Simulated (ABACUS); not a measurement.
## Run report: GaN, band-structure run (part 2 of 2)

GaN (P6₃mc, 4 atoms in the cell); Kohn-Sham DFT of a periodic cell, PBE, PseudoDojo NC FR 0.4 PBE standard, no spin polarisation (ABACUS 3.10.1); cutoff 1360.57 eV, 6×6×3 k-mesh, fermi-dirac of 0.05 eV. The structure derives from an entry of the Crystallography Open Database. It belongs to a series of runs on one base structure; here: spin_orbit = off (averaged projectors).

Geometry of the input (Å; fractional positions):
```
3.1800  0.0000  0.0000
-1.5900  2.7540  0.0000
0.0000  0.0000  5.1660
Ga 0.6667  0.3333  0.5000
Ga 0.3333  0.6667  0.0000
N  0.6667  0.3333  0.8750
N  0.3333  0.6667  0.3750
```

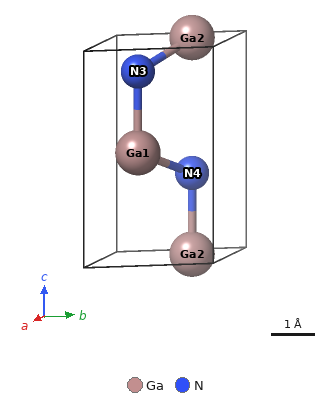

**Figure 1.** The structure (ball-and-stick view of the cell of the calculation, seen slightly off an axis; atoms are numbered from 1 in the order of the input). An atom can appear more than once, as a periodic image.

The program's output, continued
```
 LCAO ALGORITHM --------------- ION=   1  ELEC=   4--------------------------------

 Density error is 0.0019801548263
----------------------------------------------------------
     Energy           Rydberg                 eV
----------------------------------------------------------
 E_KohnSham     -347.4151965471      -4726.8262448310
 E_Harris       -347.3640902723      -4726.1309082892
 E_Fermi        0.8883891708         12.0871547649
----------------------------------------------------------

 LCAO ALGORITHM --------------- ION=   1  ELEC=   5--------------------------------

 Density error is 0.000275611796045
----------------------------------------------------------
     Energy           Rydberg                 eV
----------------------------------------------------------
 E_KohnSham     -347.4152032215      -4726.8263356408
 E_Harris       -347.4054288282      -4726.6933481964
 E_Fermi        0.8883872033         12.0871279947
----------------------------------------------------------

 LCAO ALGORITHM --------------- ION=   1  ELEC=   6--------------------------------

 Density error is 0.00010119490799
----------------------------------------------------------
     Energy           Rydberg                 eV
----------------------------------------------------------
 E_KohnSham     -347.4152032845      -4726.8263364970
 E_Harris       -347.4117229974      -4726.7789847618
 E_Fermi        0.8885109741         12.0888119827
----------------------------------------------------------

 LCAO ALGORITHM --------------- ION=   1  ELEC=   7--------------------------------

 Density error is 1.12908434252e-05
----------------------------------------------------------
     Energy           Rydberg                 eV
----------------------------------------------------------
 E_KohnSham     -347.4152032984      -4726.8263366867
 E_Harris       -347.4153905870      -4726.8288848788
 E_Fermi        0.8885341348         12.0891271004
----------------------------------------------------------

 LCAO ALGORITHM --------------- ION=   1  ELEC=   8--------------------------------

 Density error is 4.93290653587e-07
----------------------------------------------------------
     Energy           Rydberg                 eV
----------------------------------------------------------
 E_KohnSham     -347.4152032986      -4726.8263366897
 E_Harris       -347.4151959530      -4726.8262367470
 E_Fermi        0.8885348454         12.0891367688
----------------------------------------------------------

 LCAO ALGORITHM --------------- ION=   1  ELEC=   9--------------------------------

 Density error is 7.83808537864e-08
----------------------------------------------------------
     Energy           Rydberg                 eV
----------------------------------------------------------
 E_KohnSham     -347.4152032986      -4726.8263366898
 E_KS(sigma->0) -347.4152032986      -4726.8263366898
 E_Harris       -347.4152016335      -4726.8263140351
 E_band         1.8700349566         25.4431308685
 E_one_elec     -104.0647466994      -1415.8735160389
 E_Hartree      86.9299525728        1182.7426818596
 E_xc           -96.2734608057       -1309.8676331377
 E_Ewald        -234.0069483662      -3183.8278693728
 E_entropy(-TS) -0.0000000000        -0.0000000000
 E_descf        0.0000000000         0.0000000000
 E_exx          0.0000000000         0.0000000000
 E_Fermi        0.8885348147         12.0891363513
----------------------------------------------------------

 charge density convergence is achieved
 final etot is -4726.8263367 eV
 EFERMI = 12.089136351 eV

 STATE ENERGY(eV) AND OCCUPATIONS    NSPIN == 1
 1/14 kpoint (Cartesian) = 0.0000 0.0000 0.0000 (1311 pws)
       1       -5.18324      0.0185185
       2       -4.37193      0.0185185
       3       -2.88526      0.0185185
       4       -2.86505      0.0185185
       5       -2.86505      0.0185185
       6       -2.80307      0.0185185
       7       -2.80307      0.0185185
       8       -2.61542      0.0185185
       9       -2.61542      0.0185185
      10       -2.51488      0.0185185
      11       -2.51488      0.0185185
      12       -1.15729      0.0185185
      13        3.66789      0.0185185
      14        9.78135      0.0185185
      15        9.78135      0.0185185
      16        10.8386      0.0185185
      17        10.8498      0.0185185
      18        10.8498      0.0185185
      19        13.2073    3.59018e-12
      20        15.4526    1.12870e-31
      21        20.4620    3.48292e-75
      22        20.7530    1.03424e-77
      23        20.7530    1.03424e-77
      24        21.7863    1.09468e-86
      25        22.7507        0.00000
      26        22.7507        0.00000
      27        26.6747        0.00000
      28        26.6747        0.00000

 2/14 kpoint (Cartesian) = -0.16667 0.096225 0.0000 (1311 pws)
       1       -5.00305       0.111111
       2       -4.32864       0.111111
       3       -2.85209       0.111111
       4       -2.83128       0.111111
       5       -2.78562       0.111111
       6       -2.75257       0.111111
       7       -2.74847       0.111111
       8       -2.63652       0.111111
       9       -2.61413       0.111111
      10       -2.55079       0.111111
      11       -2.50920       0.111111
      12      -0.973250       0.111111
      13        4.05115       0.111111
      14        8.08653       0.111111
      15        9.12321       0.111111
      16        9.25961       0.111111
      17        10.5186       0.111111
      18        10.5981       0.111111
      19        14.6482    6.57020e-24
      20        16.6867    1.29260e-41
      21        19.2129    1.47866e-63
      22        19.8805    2.34798e-69
      23        21.3536    3.76643e-82
      24        21.5052    1.81522e-83
      25        22.5316        0.00000
      26        23.2947        0.00000
      27        24.1176        0.00000
      28        26.1046        0.00000

 3/14 kpoint (Cartesian) = -0.33333 0.19245 0.0000 (1307 pws)
       1       -4.56422       0.111111
       2       -4.26034       0.111111
       3       -2.81440       0.111111
       4       -2.79594       0.111111
       5       -2.71638       0.111111
       6       -2.65400       0.111111
       7       -2.65344       0.111111
       8       -2.61674       0.111111
       9       -2.56975       0.111111
      10       -2.49814       0.111111
      11       -2.15788       0.111111
      12      -0.600597       0.111111
      13        4.81895       0.111111
      14        5.87057       0.111111
      15        6.90682       0.111111
      16        8.40201       0.111111
      17        9.52226       0.111111
      18        10.0843       0.111111
      19        15.9441    3.64638e-35
      20        16.7555    3.26660e-42
      21        17.7146    1.52636e-50
      22        19.5445    1.94597e-66
      23        21.2934    1.25518e-81
      24        21.4833    2.81281e-83
      25        22.8770        0.00000
      26        24.1751        0.00000
      27        24.4917        0.00000
      28        28.0401        0.00000

 4/14 kpoint (Cartesian) = 0.50000 0.86603 0.0000 (1302 pws)
       1       -4.40413      0.0555556
       2       -4.23886      0.0555556
       3       -2.81696      0.0555556
       4       -2.79392      0.0555556
       5       -2.69908      0.0555556
       6       -2.65410      0.0555556
       7       -2.60880      0.0555556
       8       -2.60186      0.0555556
       9       -2.52607      0.0555556
      10       -2.48943      0.0555556
      11       -1.29674      0.0555556
      12      -0.726198      0.0555556
      13        4.32412      0.0555556
      14        5.52503      0.0555556
      15        6.53211      0.0555556
      16        8.03011      0.0555556
      17        8.55502      0.0555556
      18        9.83581      0.0555556
      19        15.9114    3.50558e-35
      20        16.6091    3.05127e-41
      21        17.2447    9.21478e-47
      22        19.6748    7.19263e-68
      23        21.2342    2.04890e-81
      24        21.3466    2.16607e-82
      25        23.5637        0.00000
      26        24.3447        0.00000
      27        25.2399        0.00000
      28        28.8274        0.00000

 5/14 kpoint (Cartesian) = -0.16667 0.28868 0.0000 (1305 pws)
       1       -4.66552       0.111111
       2       -4.27773       0.111111
       3       -2.81961       0.111111
       4       -2.79695       0.111111
       5       -2.72831       0.111111
       6       -2.70366       0.111111
       7       -2.65534       0.111111
       8       -2.59457       0.111111
       9       -2.58308       0.111111
      10       -2.53362       0.111111
      11       -2.35494       0.111111
      12      -0.673370       0.111111
      13        4.70260       0.111111
      14        6.72911       0.111111
      15        7.14378       0.111111
      16        8.39367       0.111111
      17        9.80496       0.111111
      18        9.90305       0.111111
      19        16.0959    1.75075e-36
      20        17.9670    9.80346e-53
      21        18.1443    2.82651e-54
      22        18.5876    3.98946e-58
      23        20.9697    8.13415e-79
      24        21.5331    1.03797e-83
      25        22.1087        0.00000
      26        24.3467        0.00000
      27        24.9923        0.00000
      28        25.3925        0.00000

 6/14 kpoint (Cartesian) = 0.50000 0.67358 0.0000 (1286 pws)
       1       -4.39502       0.222222
       2       -4.25018       0.222222
       3       -2.84011       0.222222
       4       -2.75815       0.222222
       5       -2.66970       0.222222
       6       -2.65493       0.222222
       7       -2.63406       0.222222
       8       -2.61262       0.222222
       9       -2.55175       0.222222
      10       -2.51558       0.222222
      11       -1.47111       0.222222
      12      -0.517407       0.222222
      13        4.77106       0.222222
      14        5.73653       0.222222
      15        6.56588       0.222222
      16        7.14100       0.222222
      17        8.76746       0.222222
      18        9.04475       0.222222
      19        16.6759    3.21123e-41
      20        17.4631    4.67006e-48
      21        17.8090    4.62219e-51
      22        19.4282    3.98769e-65
      23        20.5936    3.00331e-75
      24        21.3671    5.74984e-82
      25        22.9973        0.00000
      26        24.6081        0.00000
      27        24.9229        0.00000
      28        27.6353        0.00000

[... levels at 8 further k points ...]

 correction force for each atom along direction 1 is -0.00105211
 correction force for each atom along direction 2 is 0.000195660
 correction force for each atom along direction 3 is -1.26140e-07
------------------------------------------------------------------------------------------
 TOTAL-FORCE (eV/Angstrom)
------------------------------------------------------------------------------------------
                       Ga1         0.0000000000         0.0000000000        -0.1249262679
                       Ga2         0.0000000000         0.0000000000        -0.1249262679
                        N1         0.0000000000         0.0000000000         0.1249262679
                        N2         0.0000000000         0.0000000000         0.1249262679
------------------------------------------------------------------------------------------

----------------------------------------------------------------
 TOTAL-STRESS (KBAR)
----------------------------------------------------------------
        86.0293630214         0.0000000000         0.0000000000
         0.0000000000        86.0293630214         0.0000000000
         0.0000000000        -0.0000000000       108.7389312938
----------------------------------------------------------------
 TOTAL-PRESSURE: 93.599219 KBAR

 --------------------------------------------
 !FINAL_ETOT_IS -4726.8263366897654123 eV
 --------------------------------------------
```

Standard output
```
ABACUS v3.10.1

               Atomic-orbital Based Ab-initio Computation at UStc

%%%%%%%%%%%%%%%%%%%%%%%%%%%%%%%%%%%%%%%%%%%%%%%%%%%%%%%%%%%%%%%%%%%%%%%%%%%%%%%%%%%%%%%%%%%%%%%%%%%%%%%%%
 Warning: the number of valence electrons in pseudopotential > 3 for Ga: [Ar] 3d10 4s2 4p1
 Pseudopotentials with additional electrons can yield (more) accurate outcomes, but may be less efficient.
 If you're confident that your chosen pseudopotential is appropriate, you can safely ignore this warning.
%%%%%%%%%%%%%%%%%%%%%%%%%%%%%%%%%%%%%%%%%%%%%%%%%%%%%%%%%%%%%%%%%%%%%%%%%%%%%%%%%%%%%%%%%%%%%%%%%%%%%%%%%

 UNIFORM GRID DIM        : 40 * 40 * 64
 UNIFORM GRID DIM(BIG)   : 8 * 8 * 16
 ---------------------------------------------------------
 Self-consistent calculations for electrons
 ---------------------------------------------------------
 SPIN    KPOINTS         PROCESSORS  THREADS     NBASE
 1       14              4           4           62
 ---------------------------------------------------------
 Use Systematically Improvable Atomic bases
 ---------------------------------------------------------
 ELEMENT ORBITALS        NBASE       NATOM       XC
 Ga      2s2p2d-8au      18          2
 N       2s2p1d-6au      13          2
 ---------------------------------------------------------
 Initial plane wave basis and FFT box
 ---------------------------------------------------------
 -------------------------------------------
 SELF-CONSISTENT :
 -------------------------------------------
 START CHARGE      : atomic
 ITER       ETOT/eV          EDIFF/eV         DRHO     TIME/s
 GE1     -4.72077004e+03   0.00000000e+00   1.2132e-01   0.62
 GE2     -4.72550271e+03  -4.73266287e+00   7.9793e-02   0.58
 GE3     -4.72681440e+03  -1.31169557e+00   1.4595e-02   0.54
 GE4     -4.72682624e+03  -1.18422173e-02   1.9802e-03   0.47
 GE5     -4.72682634e+03  -9.08097512e-05   2.7561e-04   0.46
 GE6     -4.72682634e+03  -8.56152230e-07   1.0119e-04   0.46
 GE7     -4.72682634e+03  -1.89702816e-07   1.1291e-05   0.48
 GE8     -4.72682634e+03  -3.09203077e-09   4.9329e-07   0.50
 GE9     -4.72682634e+03  -1.85614654e-11   7.8381e-08   0.48
----------------------------------------------------------------
 TOTAL-STRESS (KBAR)
----------------------------------------------------------------
        86.0293630214         0.0000000000         0.0000000000
         0.0000000000        86.0293630214         0.0000000000
         0.0000000000        -0.0000000000       108.7389312938
----------------------------------------------------------------
 TOTAL-PRESSURE: 93.599219 KBAR
```

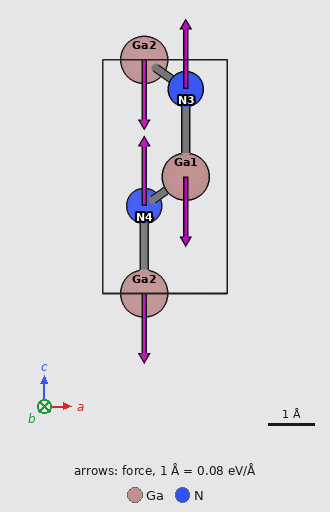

**Figure 2.** Forces on the atoms as pink arrows (ball-and-stick view of the cell of the calculation, along the b axis; atoms are numbered from 1 in the order of the input). The largest act on Ga1, Ga2 (0.12 eV/Å); N3, N4 (0.12 eV/Å). The geometry is not a stationary point of this energy.

Key numbers

| quantity | value |
| --- | --- |
| outcome | converged |
| space group (tolerance 0.01 Å) | P6₃mc (186) |
| electrons treated | 36 |
| free energy | −4726.8263 eV |
| Fermi energy | 12.089 eV |
| gap on the k-point mesh | 2.36 eV |
| pressure | 9.36 GPa |
| largest force (length of the vector) | 0.125 eV/Å |
| wall time | 6 s (CPU time 24 s) |
| peak memory | 0.44 GiB |

Notes

Points of doubt noted for this run: home made orbitals. The cell is under a pressure of 9.4 GPa at this level, so it is not at its equilibrium volume.
